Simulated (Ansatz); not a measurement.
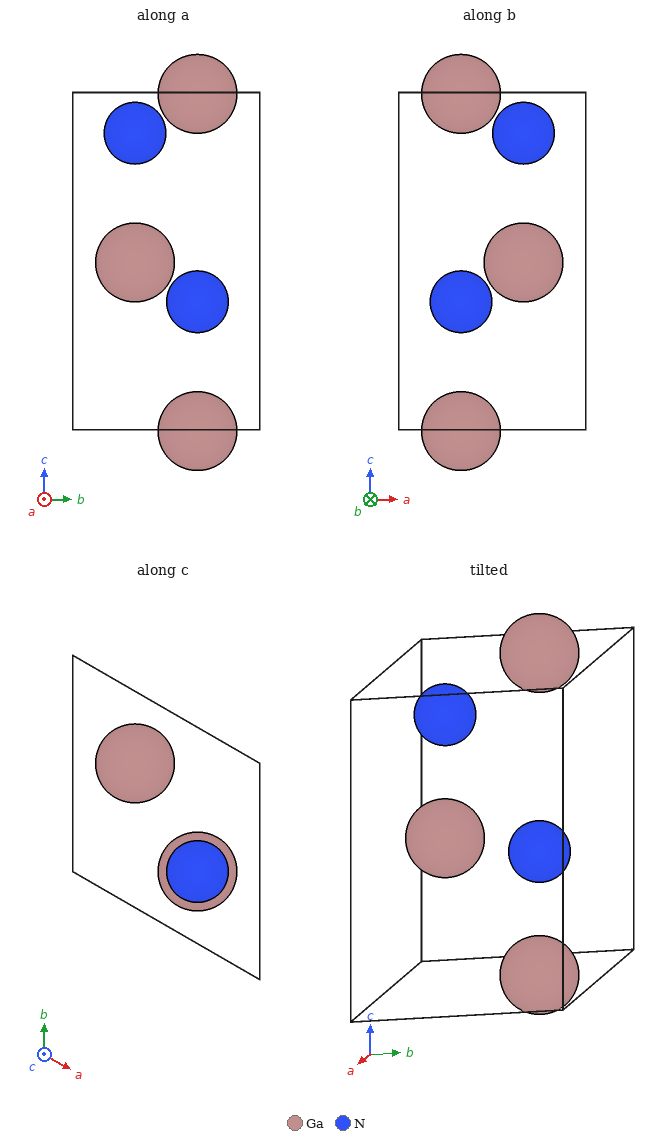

Structure drawing (spheres-only), viewed along the a axis, along the b axis, along the c axis and slightly off an axis. Lines trace the edges of the conventional unit cell.

Lattice parameters: a = 3.2786 Å, b = 3.2786 Å, c = 5.1107 Å, α = 90.000°, β = 90.000°, γ = 120.000°.

Q: Convert the drawing into a CIF in P1 with every atom of the cell, with free fractional coordinates to two decimals.

A:
```cif
data_structure
_symmetry_space_group_name_H-M 'P 1'
_symmetry_Int_Tables_number 1
_cell_length_a 3.2786
_cell_length_b 3.2786
_cell_length_c 5.1107
_cell_angle_alpha 90.000
_cell_angle_beta 90.000
_cell_angle_gamma 120.000
_cell_volume 47.58
loop_
_atom_site_label
_atom_site_type_symbol
_atom_site_fract_x
_atom_site_fract_y
_atom_site_fract_z
_atom_site_occupancy
Ga1 Ga 0.3333 0.6667 0.00 1
Ga2 Ga 0.6667 0.3333 0.50 1
N1 N 0.3333 0.6667 0.38 1
N2 N 0.6667 0.3333 0.88 1
```

It goes back to a structure type filled with these elements by a generator (whether the compound takes this form wasn't checked). The cell was then strained or its atoms displaced on purpose. It was run through Ansatz as a DFT input.

At this level of theory the cell isn't at rest (stretched, at -8 GPa), so its distances can differ from those at equilibrium, the more so the softer the solid.
